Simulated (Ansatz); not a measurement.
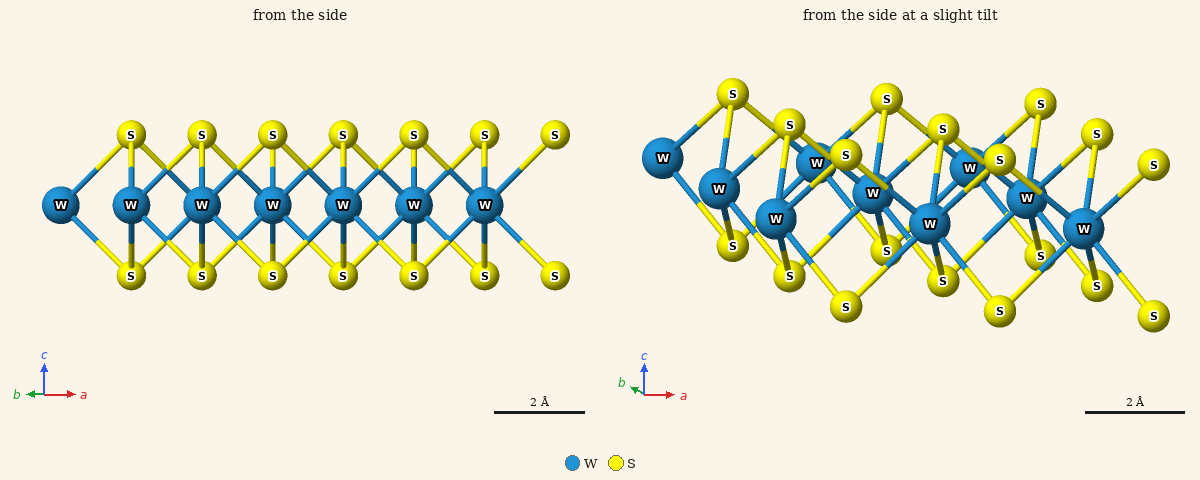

A ball-and-stick picture of a periodic sheet, seen from the side and from the side at a slight tilt. The surface normal points up in side views; the vacuum is left out. 3×3 cells are drawn in the plane, with atoms at the edges repeated.

The cell holds 1 W, 2 S.

### With which atoms do the two faces end?

The top face ends in S, the bottom face in S. The two faces are alike.

### Read the thickness off the scale bar.

About 3.1 Å from the lowest to the highest atom.

### What layers make up the slab, from top to bottom?

Three planes: S / W / S.

### What does the bonding look like?

The coordination shell of W holds six S in a trigonal prismatic arrangement at about 2.4 Å. The S atoms are each bonded to three W in a trigonal pyramidal arrangement at about 2.4 Å. Not all metal-metal contacts are counted. The bonds build WS2 layers parallel to the surface.

The structure comes from a structure listed in the Materials Project. The cell was then strained or its atoms displaced on purpose. It was the input of a calculation with Ansatz.
